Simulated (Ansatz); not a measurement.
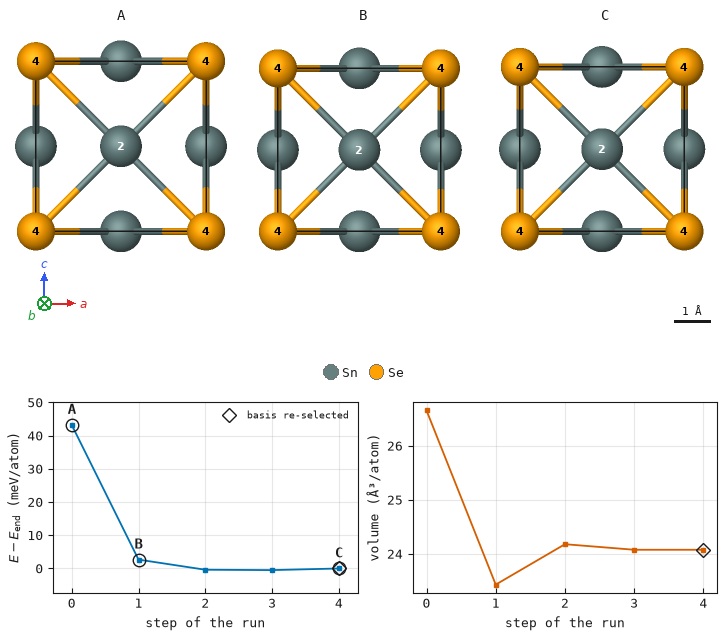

Frames of a relaxation of a crystal of Sn$_{3}$Se (set up in Pm-3m), marked on the history of the run. The picture is a ball-and-stick view of the cell of the calculation, seen along the b axis.

The run lets cell and atoms move.

The calculation used Kohn-Sham DFT of a periodic cell, PBEsol with D3(BJ), Ansatz PAW (Ansatz).

Input
```yaml
crystal:
  lattice:
    - [4.741879, 0.0, 0.0]
    - [0.0, 4.741879, 0.0]
    - [0.0, 0.0, 4.741879]
  atoms:
    - { symbol: Sn, position: [0.5, 0.5, 0.0] }
    - { symbol: Sn, position: [0.5, 0.0, 0.5] }
    - { symbol: Sn, position: [0.0, 0.5, 0.5] }
    - { symbol: Se, position: [0.0, 0.0, 0.0] }
hamiltonian:
  xc: pbesol
  pseudopotentials: { kind: paw }
  dispersion: d3bj
kpoints:
  mp_grid: { grid: [6, 6, 6] }
scf:
  occupations: { method: fermi_dirac, width: 0.05 }
output:
  forces: true
  stress: true
  eigenvalues: true
relax:
  f_tol: 0.01
  max_steps: 40
  cell: { stress_tol: 0.05 }
```

Command:
```bash
ansatz run input.yaml --threads 2 --pin off --max-ram 5632MiB --backend cpu --events-out ev --progress --plain --runs-dir out
```

### What happens along the run?

Over 3 accepted moves (4 points after the start) the energy falls by 43.2 meV per atom. All forces vanish by symmetry, so only the cell relaxes. Pressure: −4.95 GPa at the start and −0.02 GPa at the end. At 1 point the geometry stayed and the basis and grid were re-selected for the new cell (energy shift of 0.5 meV per atom at most each time). The atoms keep their places relative to the cell (all moves are under 0.005 Å). Cell: a = b = c 4.742 → 4.584 Å (−3.3 %). Volume −9.7 %. Some distances before and after: Se–Sn 3.353 → 3.241 Å. The space group stays Pm-3m (No. 221). Cost: 12 s on 2 threads of Arm Neoverse V2, on a shared host, peak memory 0.41 GiB. From step 0 to 1: volume −12.1 %, energy −40.6 meV per atom. From step 1 to 4: volume +2.8 %, energy −2.7 meV per atom.

```csv
step,"E − E(0), meV/atom","pressure, GPa","volume, Å³/atom",note
0,0.00,-4.95,26.656,
1,-40.57,1.70,23.432,
2,-43.62,-0.26,24.180,
3,-43.73,-0.01,24.077,
4,-43.24,-0.02,24.077,"same geometry, new basis"
```
